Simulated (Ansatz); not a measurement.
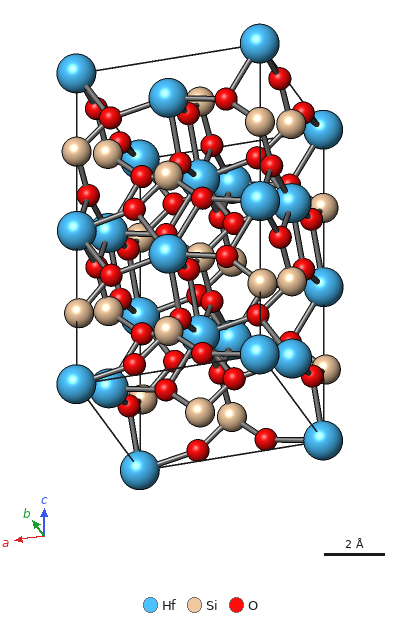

*The structure as given in the input (ball-and-stick view of the cell of the calculation, seen at an oblique angle). An atom can appear more than once, as a periodic image.*

## Single-point calculation of Hf₈Si₈O₃₁ (charge +2) (part 1 of 3)

Hf₈Si₈O₃₁ (defect cell, 47 atoms in the cell, total charge +2), computed with DFT PBE, scalar-relativistic, plane waves, PAW, spin-polarised (Ansatz 0.2.0).

The structure derives from an entry of the Crystallography Open Database.

Input:
```yaml
crystal:
  lattice:
    - [6.5725, 0.0, 0.0]
    - [0.0, 6.5725, 0.0]
    - [0.0, 0.0, 11.9264]
  atoms:
    - { symbol: Hf, position: [-0.0001051782, 0.4936644392, 0.12815485], spin: 0.2 }
    - { symbol: Hf, position: [0.4999390458, -0.0014056252, 0.3733774725] }
    - { symbol: Hf, position: [-6.31554e-05, 0.5024016678, 0.6257511797] }
    - { symbol: Hf, position: [0.4999225563, 0.0005526939, 0.8743685192] }
    - { symbol: Hf, position: [-6.83877e-05, 0.00695607, -0.0006957881], spin: 0.2 }
    - { symbol: Hf, position: [-4.70298e-05, -0.000582417, 0.4947935675] }
    - { symbol: Hf, position: [0.4999120635, 0.4996501784, 0.2506654198] }
    - { symbol: Hf, position: [0.4999123786, 0.5017142368, 0.7506051197] }
    - { symbol: Si, position: [0.499960716, -0.0003953107, 0.1249240174] }
    - { symbol: Si, position: [-6.37799e-05, 0.4988408412, 0.3752613088] }
    - { symbol: Si, position: [0.4999267245, 0.0017432797, 0.6238068079] }
    - { symbol: Si, position: [-8.41187e-05, 0.5099507673, 0.8780198295] }
    - { symbol: Si, position: [-8.12829e-05, -0.036061261, 0.2396148988], spin: 0.2 }
    - { symbol: Si, position: [0.4999147803, 0.5014017676, 0.0007492394] }
    - { symbol: Si, position: [-7.13748e-05, 0.0028867417, 0.748748797] }
    - { symbol: Si, position: [0.4999062583, 0.498997418, 0.5004289379] }
    - { symbol: O, position: [0.4998120432, 0.3145221728, 0.4093134626] }
    - { symbol: O, position: [-8.46715e-05, 0.817523964, 0.6586549989] }
    - { symbol: O, position: [0.499976673, 0.3152295687, 0.9107626195] }
    - { symbol: O, position: [0.6859702446, -0.001692883, 0.0348740586] }
    - { symbol: O, position: [0.1841657901, 0.5016531602, 0.2838805444] }
    - { symbol: O, position: [0.6857866066, 0.0014674255, 0.5336008389] }
    - { symbol: O, position: [0.1852745413, 0.5093419568, 0.7875429822] }
    - { symbol: O, position: [-0.0001481524, 0.1767735262, 0.159302264], spin: 0.2 }
    - { symbol: O, position: [-3.69913e-05, 0.1899347608, 0.66024244] }
    - { symbol: O, position: [0.4998629909, 0.6839766966, 0.4099080582] }
    - { symbol: O, position: [0.4999077203, 0.6867077971, 0.9104494363] }
    - { symbol: O, position: [0.3138647237, -0.001613835, 0.0349142495] }
    - { symbol: O, position: [0.3140694629, 0.0013744739, 0.533595989] }
    - { symbol: O, position: [0.8156287231, 0.5017312087, 0.2839312777] }
    - { symbol: O, position: [0.8146098768, 0.5093195535, 0.7875112561] }
    - { symbol: O, position: [0.5000890418, 0.1859701401, 0.2144188175] }
    - { symbol: O, position: [-2.23468e-05, 0.6826339571, 0.466056347] }
    - { symbol: O, position: [0.4998881302, 0.186712872, 0.7151433435] }
    - { symbol: O, position: [-9.71883e-05, 0.6901284018, 0.9739196639], spin: 0.2 }
    - { symbol: O, position: [0.1843267715, -0.0089204128, 0.3366703873] }
    - { symbol: O, position: [0.6860303571, 0.5019681718, 0.0910001064] }
    - { symbol: O, position: [0.1848296554, 0.0015128619, 0.840006129] }
    - { symbol: O, position: [0.6852156411, 0.4994536588, 0.5910811528] }
    - { symbol: O, position: [-5.86225e-05, 0.313336161, 0.4643374451] }
    - { symbol: O, position: [0.4998743412, 0.8131736516, 0.2143506421] }
    - { symbol: O, position: [-6.31833e-05, 0.320494528, 0.9660385294] }
    - { symbol: O, position: [0.499956857, 0.8163360892, 0.7147117427] }
    - { symbol: O, position: [0.3138035554, 0.5018401266, 0.0909930401] }
    - { symbol: O, position: [0.8155118107, -0.0092076506, 0.3367029909] }
    - { symbol: O, position: [0.3146441297, 0.4995011858, 0.591122007] }
    - { symbol: O, position: [0.8150363391, 0.0015739254, 0.8400002841] }
magnetization:
  spin_polarized: true
total_charge: 2
basis:
  ecutwfc: 420
  fft_grid_basis: typed
kpoints:
  mp_grid: { grid: [2, 2, 1] }
hamiltonian:
  xc: pbe
  pseudopotentials: { kind: paw }
scf:
  occupations: { method: gaussian, width: 0.05 }
output:
  forces: true
  stress: false
  eigenvalues: true
  bader: true
  write_density: true
  volumetric_format: npy
  populations: true
```

Hardware: 4 threads of Arm Neoverse V2, 24 GiB of memory available, shared host.

Launch command:
```bash
ansatz run input.yaml --threads 4 --pin off --max-ram 10240MiB --backend cpu --events-out ev --progress --plain --runs-dir out
```

What the program printed:
```
Engine: ansatz 0.2.0, aarch64-unknown-linux-gnu
Pseudopotentials: kind: paw
Pseudopotential: Hf, paw, valence charge 26, recommended cutoff 420 eV (normal), Hf.paw.azcp
Pseudopotential: Si, paw, valence charge 4, recommended cutoff 420 eV (normal), Si.paw.azcp
Pseudopotential: O, paw, valence charge 6, recommended cutoff 420 eV (normal), O.paw.azcp
Functional definition: PBE
  parameter kappa = 0.804
  parameter beta = 0.06672455060314922
  exchange = pbe_x(kappa = kappa, mu = beta*pi^2/3)
  correlation = pbe_c(beta = beta)
Crystal: 47 atoms, lattice volume = 515.194 Å³
Basis set: ecut = 420 eV, 10083 PW (Γ), exchange–correlation on 90×90×160 points (8 copies of the dense FFT grid, shifted against one another)
Bands: 260, of which v1, the nominal top of the filled ones, is band 212 counted from 1 (211 counted from 0)
Symmetry: 1 space group operations
Space group: P1 (ITA 1), of the structure as read, at distance tolerance 8.0e-5 Å
Magnetic group: BNS 1.1 (UNI 1), of the structure as read, at distance tolerance 8.0e-5 Å
k-points: 4
Non-local potential: Hf, projectors of the file, l = 0: 3, l = 1: 2, l = 2: 2, l = 3: 3
Non-local potential: Si, projectors of the file, l = 0: 2, l = 1: 2, l = 2: 2
Non-local potential: O, projectors of the file, l = 0: 2, l = 1: 2, l = 2: 1
PAW form: soft (Blöchl's): semilocal exchange-correlation on the pseudo side does not see the compensation charge
PAW one-centre angular grid: Hf, 590 points (default); XC on 64 Gauss nodes
PAW one-centre angular grid: Si, 110 points (default); XC on 64 Gauss nodes
PAW one-centre angular grid: O, 110 points (default); XC on 64 Gauss nodes
Initial density: superposition of atomic densities (chi_scale 0.1, normalization cell, long waves kept (reshape's long-wave potential 0.47 eV rms))
Starting moments: Σ|m| = 1 μB on 5 of 47 sites
Initial wavefunctions: pseudopotential atomic-orbital guess
Functional: x = pbe(κ = 0.804, μ = 0.2195149727645171), c = pbe(β = 0.06672455060314922)
SCF iter   1: F=—  HF=-148576.606688 eV  |F-HF|=—  |Δ(HF+E_count)|=         —  Δρ=6.09e-2 (↑6.09e-2 ↓6.06e-2)  dr2=1.40e2  dr2_m=5.43e-2  M=0.287 μB ∫|m|=0.319 μB  β_m=0.30  ethr=3.10e-3  ⟨swp⟩=6.0  Hψ=6995  notcnv=0  defer=162
Mixer restart at iter 1: flushing history
preconditioner: auto → Resta (q_TF=auto, 2.641 Å⁻¹)  ε∞=5.0  [insulator: Δε(μ)=0.075 eV  Ē_g=15.541 eV  σ=0.050 eV  W_gap=0.52  n_scr=150 (ndim 8)  ℏωp=31.0 eV  f_vac=0.000  D(μ)=8.81/eV (n_scr^D=46)  ε∞_Penn≈5.0]
spin=Collinear: Resta preconditioning applied to the charge; magnetization (m = ρ↑ − ρ↓) channel mixes plain (no charge-response kernel on spin).
SCF iter   2: F=—  HF=-148550.399101 eV  |F-HF|=—  |Δ(HF+E_count)|=    2.62e1  Δρ=3.90e-2 (↑3.86e-2 ↓3.90e-2)  dr2=5.43e1  dr2_m=3.04e-2  M=0.291 μB ∫|m|=0.318 μB  β_m=0.51  ethr=3.10e-3  ⟨swp⟩=3.0  Hψ=4170  notcnv=0  defer=341
SCF iter   3: F=—  HF=-148536.885587 eV  |F-HF|=—  |Δ(HF+E_count)|=    1.35e1  Δρ=1.62e-2 (↑1.62e-2 ↓1.62e-2)  dr2=8.78e0  dr2_m=9.62e-3  M=0.335 μB ∫|m|=0.369 μB  β_m=0.49  ethr=3.10e-3  ⟨swp⟩=3.0  Hψ=3856  notcnv=0  defer=341
SCF iter   4: F=—  HF=-148536.603109 eV  |F-HF|=—  |Δ(HF+E_count)|=   2.82e-1  Δρ=8.08e-3 (↑7.87e-3 ↓8.08e-3)  dr2=1.44e0  dr2_m=2.72e-3  M=0.276 μB ∫|m|=0.303 μB  β_m=0.56  ethr=2.07e-3  ⟨swp⟩=3.1  Hψ=4043  notcnv=0  defer=346
SCF iter   5: F=—  HF=-148536.944315 eV  |F-HF|=—  |Δ(HF+E_count)|=   3.41e-1  Δρ=5.67e-3 (↑5.67e-3 ↓5.43e-3)  dr2=8.66e-1  dr2_m=1.10e-3  M=0.328 μB ∫|m|=0.349 μB  β_m=0.66  ethr=3.39e-4  ⟨swp⟩=2.5  Hψ=3897  notcnv=0  defer=346
SCF iter   6: F=—  HF=-148537.051575 eV  |F-HF|=—  |Δ(HF+E_count)|=   1.07e-1  Δρ=3.62e-3 (↑3.33e-3 ↓3.62e-3)  dr2=2.21e-1  dr2_m=4.71e-4  M=0.344 μB ∫|m|=0.362 μB  β_m=0.61  ethr=2.04e-4  ⟨swp⟩=2.0  Hψ=3396  notcnv=0  defer=346
SCF iter   7: F=—  HF=-148537.066174 eV  |F-HF|=—  |Δ(HF+E_count)|=   1.46e-2  Δρ=1.44e-3 (↑1.26e-3 ↓1.44e-3)  dr2=4.64e-2  dr2_m=2.52e-4  M=0.379 μB ∫|m|=0.401 μB  β_m=0.58  ethr=5.22e-5  ⟨swp⟩=2.4  Hψ=3063  notcnv=0  defer=344
SCF iter   8: F=—  HF=-148537.067363 eV  |F-HF|=—  |Δ(HF+E_count)|=   1.19e-3  Δρ=5.69e-4 (↑5.69e-4 ↓5.55e-4)  dr2=7.20e-3  dr2_m=4.65e-5  M=0.376 μB ∫|m|=0.400 μB  β_m=0.68  ethr=1.10e-5  ⟨swp⟩=2.0  Hψ=3021  notcnv=0  defer=344
SCF iter   9: F=—  HF=-148537.069978 eV  |F-HF|=—  |Δ(HF+E_count)|=   2.62e-3  Δρ=3.21e-4 (↑2.78e-4 ↓3.21e-4)  dr2=2.09e-3  dr2_m=4.02e-5  M=0.395 μB ∫|m|=0.422 μB  β_m=0.74  ethr=1.70e-6  ⟨swp⟩=2.0  Hψ=3777  notcnv=0  defer=344
SCF iter  10: F=—  HF=-148537.070747 eV  |F-HF|=—  |Δ(HF+E_count)|=   7.69e-4  Δρ=2.15e-4 (↑2.15e-4 ↓2.02e-4)  dr2=7.41e-4  dr2_m=3.24e-5  M=0.411 μB ∫|m|=0.439 μB  β_m=0.66  ethr=4.94e-7  ⟨swp⟩=2.0  Hψ=3778  notcnv=0  defer=344
SCF iter  11: F=—  HF=-148537.070839 eV  |F-HF|=—  |Δ(HF+E_count)|=   9.13e-5  Δρ=1.33e-4 (↑1.29e-4 ↓1.33e-4)  dr2=9.16e-5  dr2_m=6.32e-5  M=0.430 μB ∫|m|=0.458 μB  β_m=0.81  ethr=1.75e-7  ⟨swp⟩=2.0  Hψ=3399  notcnv=0  defer=344
SCF iter  12: F=—  HF=-148537.071446 eV  |F-HF|=—  |Δ(HF+E_count)|=   6.07e-4  Δρ=1.98e-4 (↑1.88e-4 ↓1.98e-4)  dr2=6.22e-5  dr2_m=1.62e-4  M=0.461 μB ∫|m|=0.490 μB  β_m=0.81  ethr=2.16e-8  ⟨swp⟩=2.6  Hψ=3787  notcnv=0  defer=344
SCF iter  13: F=—  HF=-148537.072334 eV  |F-HF|=—  |Δ(HF+E_count)|=   8.88e-4  Δρ=4.21e-4 (↑4.21e-4 ↓3.67e-4)  dr2=1.42e-4  dr2_m=7.09e-4  M=0.532 μB ∫|m|=0.560 μB  β_m=0.91  ethr=1.47e-8  ⟨swp⟩=3.1  Hψ=4350  notcnv=0  defer=344  recentre
SCF iter  14: F=—  HF=-148537.071743 eV  |F-HF|=—  |Δ(HF+E_count)|=   5.91e-4  Δρ=3.07e-4 (↑3.07e-4 ↓2.43e-4)  dr2=2.03e-4  dr2_m=3.36e-4  M=0.491 μB ∫|m|=0.519 μB  β_m=0.95  ethr=1.47e-8  ⟨swp⟩=3.0  Hψ=3612  notcnv=0  defer=344
SCF iter  15: F=-148537.074916 eV  HF=-148537.073292 eV  |F-HF|=1.62e-3  |Δ(HF+E_count)|=   1.55e-3  Δρ=5.81e-4 (↑5.81e-4 ↓5.07e-4)  dr2=4.81e-4  dr2_m=1.30e-3  M=0.574 μB ∫|m|=0.602 μB  β_m=0.81  ethr=1.47e-8  ⟨swp⟩=3.1  Hψ=4440  notcnv=0  defer=344
SCF iter  16: F=-148537.081999 eV  HF=-148537.077065 eV  |F-HF|=4.93e-3  |Δ(HF+E_count)|=   3.77e-3  Δρ=9.34e-4 (↑9.34e-4 ↓7.80e-4)  dr2=7.35e-4  dr2_m=3.39e-3  M=0.683 μB ∫|m|=0.712 μB  β_m=0.98  ethr=1.47e-8  ⟨swp⟩=3.4  Hψ=4501  notcnv=0  defer=344
SCF iter  17: F=-148537.083391 eV  HF=-148537.086662 eV  |F-HF|=3.27e-3  |Δ(HF+E_count)|=   9.60e-3  Δρ=1.35e-3 (↑1.35e-3 ↓7.38e-4)  dr2=1.16e-2  dr2_m=4.58e-3  M=0.804 μB ∫|m|=0.837 μB  β_m=0.69  ethr=1.47e-8  ⟨swp⟩=4.0  Hψ=5042  notcnv=0  defer=344
SCF iter  18: F=-148537.063578 eV  HF=-148537.094887 eV  |F-HF|=3.13e-2  |Δ(HF+E_count)|=   8.23e-3  Δρ=1.66e-3 (↑1.66e-3 ↓7.79e-4)  dr2=4.21e-2  dr2_m=4.72e-3  M=0.886 μB ∫|m|=0.922 μB  β_m=0.69  ethr=1.47e-8  ⟨swp⟩=4.0  Hψ=4693  notcnv=0  defer=344  recentre
SCF iter  19: F=-148537.088558 eV  HF=-148537.083820 eV  |F-HF|=4.74e-3  |Δ(HF+E_count)|=   1.11e-2  Δρ=1.04e-3 (↑1.04e-3 ↓7.72e-4)  dr2=1.79e-3  dr2_m=3.70e-3  M=0.756 μB ∫|m|=0.788 μB  β_m=0.72  ethr=1.47e-8  ⟨swp⟩=4.0  Hψ=5486  notcnv=0  defer=344
SCF iter  20: F=-148537.088984 eV  HF=-148537.092628 eV  |F-HF|=3.64e-3  |Δ(HF+E_count)|=   8.81e-3  Δρ=9.02e-4 (↑9.02e-4 ↓8.55e-4)  dr2=7.77e-3  dr2_m=2.00e-3  M=0.790 μB ∫|m|=0.826 μB  β_m=0.36  ethr=1.47e-8  ⟨swp⟩=3.9  Hψ=5425  notcnv=0  defer=344
SCF iter  21: F=-148537.092573 eV  HF=-148537.098061 eV  |F-HF|=5.49e-3  |Δ(HF+E_count)|=   5.43e-3  Δρ=7.23e-4 (↑7.23e-4 ↓4.89e-4)  dr2=7.68e-3  dr2_m=9.21e-4  M=0.860 μB ∫|m|=0.901 μB  β_m=0.18  ethr=1.47e-8  ⟨swp⟩=4.0  Hψ=5499  notcnv=0  defer=344
SCF iter  22: F=-148537.096682 eV  HF=-148537.096799 eV  |F-HF|=1.16e-4  |Δ(HF+E_count)|=   1.26e-3  Δρ=6.17e-4 (↑3.64e-4 ↓6.17e-4)  dr2=1.65e-3  dr2_m=9.16e-4  M=0.899 μB ∫|m|=0.951 μB  β_m=0.54  ethr=1.47e-8  ⟨swp⟩=4.6  Hψ=6401  notcnv=0  defer=344
SCF iter  23: F=-148537.097664 eV  HF=-148537.096591 eV  |F-HF|=1.07e-3  |Δ(HF+E_count)|=   2.07e-4  Δρ=4.22e-4 (↑4.22e-4 ↓3.64e-4)  dr2=2.78e-4  dr2_m=6.90e-4  M=0.811 μB ∫|m|=0.852 μB  β_m=0.62  ethr=1.47e-8  ⟨swp⟩=4.9  Hψ=6478  notcnv=0  defer=344
SCF iter  24: F=-148537.099108 eV  HF=-148537.099100 eV  |F-HF|=7.81e-6  |Δ(HF+E_count)|=   2.51e-3  Δρ=1.15e-4 (↑1.15e-4 ↓7.70e-5)  dr2=7.32e-5  dr2_m=3.42e-5  M=0.837 μB ∫|m|=0.882 μB  β_m=0.62  ethr=1.47e-8  ⟨swp⟩=4.0  Hψ=5167  notcnv=0  defer=344
SCF iter  25: F=-148537.099178 eV  HF=-148537.099184 eV  |F-HF|=5.08e-6  |Δ(HF+E_count)|=   8.36e-5  Δρ=6.11e-5 (↑6.11e-5 ↓4.21e-5)  dr2=2.37e-5  dr2_m=9.98e-6  M=0.838 μB ∫|m|=0.885 μB  β_m=0.67  ethr=1.47e-8  ⟨swp⟩=3.0  Hψ=4476  notcnv=0  defer=344
SCF iter  26: F=-148537.099199 eV  HF=-148537.099200 eV  |F-HF|=6.13e-7  |Δ(HF+E_count)|=   1.62e-5  Δρ=2.02e-5 (↑2.02e-5 ↓1.62e-5)  dr2=3.13e-6  dr2_m=1.06e-6  M=0.837 μB ∫|m|=0.883 μB  β_m=0.69  ethr=5.59e-9  ⟨swp⟩=2.4  Hψ=3355  notcnv=0  defer=344
SCF iter  27: F=-148537.099202 eV  HF=-148537.099202 eV  |F-HF|=1.64e-8  |Δ(HF+E_count)|=   2.02e-6  Δρ=4.72e-6 (↑4.72e-6 ↓4.35e-6)  dr2=2.68e-7  dr2_m=4.23e-8  M=0.837 μB ∫|m|=0.883 μB  β_m=0.74  ethr=7.39e-10  ⟨swp⟩=3.0  Hψ=3766  notcnv=0  defer=344
SCF iter  28: F=-148537.099202 eV  HF=-148537.099202 eV  |F-HF|=4.44e-8  |Δ(HF+E_count)|=   1.56e-7  Δρ=2.95e-6 (↑2.34e-6 ↓2.95e-6)  dr2=9.91e-8  dr2_m=1.33e-8  M=0.837 μB ∫|m|=0.882 μB  β_m=0.73  ethr=6.33e-11  ⟨swp⟩=2.0  Hψ=3509  notcnv=0  defer=344
SCF iter  29: F=-148537.099202 eV  HF=-148537.099202 eV  |F-HF|=4.40e-8  |Δ(HF+E_count)|=   1.93e-8  Δρ=2.06e-6 (↑1.92e-6 ↓2.06e-6)  dr2=6.42e-8  dr2_m=7.12e-9  M=0.836 μB ∫|m|=0.882 μB  β_m=0.71  ethr=2.34e-11  ⟨swp⟩=2.0  Hψ=3435  notcnv=0  defer=344
SCF iter  30: F=-148537.099202 eV  HF=-148537.099202 eV  |F-HF|=1.56e-8  |Δ(HF+E_count)|=   6.58e-9  Δρ=1.25e-6 (↑1.25e-6 ↓1.21e-6)  dr2=1.98e-8  dr2_m=3.41e-9  M=0.836 μB ∫|m|=0.882 μB  β_m=0.70  ethr=1.51e-11  ⟨swp⟩=2.0  Hψ=3386  notcnv=0  defer=344
SCF iter  31: F=-148537.099202 eV  HF=-148537.099202 eV  |F-HF|=2.50e-9  |Δ(HF+E_count)|=   1.05e-9  Δρ=7.35e-7 (↑7.35e-7 ↓6.94e-7)  dr2=3.63e-9  dr2_m=1.60e-9  M=0.836 μB ∫|m|=0.882 μB  β_m=0.74  ethr=4.68e-12  ⟨swp⟩=9.8  Hψ=10912  notcnv=0
SCF iter  32: F=-148537.099202 eV  HF=-148537.099202 eV  |F-HF|=1.66e-9  |Δ(HF+E_count)|=  9.31e-10  Δρ=5.22e-7 (↑4.24e-7 ↓5.22e-7)  dr2=2.29e-9  dr2_m=7.54e-10  M=0.836 μB ∫|m|=0.882 μB  β_m=0.86  ethr=1.00e-12  ⟨swp⟩=3.0  Hψ=3807  notcnv=0
SCF iter  33: F=-148537.099202 eV  HF=-148537.099202 eV  |F-HF|=6.40e-10  |Δ(HF+E_count)|=  5.24e-10  Δρ=3.27e-7 (↑3.27e-7 ↓2.21e-7)  dr2=8.66e-10  dr2_m=2.13e-10  M=0.836 μB ∫|m|=0.882 μB  ethr=1.00e-12  ⟨swp⟩=2.0  Hψ=3809  notcnv=0
SCF 1 converged in 33 iterations: F = -148537.099202 eV  dr2 = 8.66e-10
  greatest PAW one-centre occupation: 0.999 electrons in one spin orbital (limit 2), on the Hf atom at site 5 (counted from 0), in its partial waves of l = 0
```
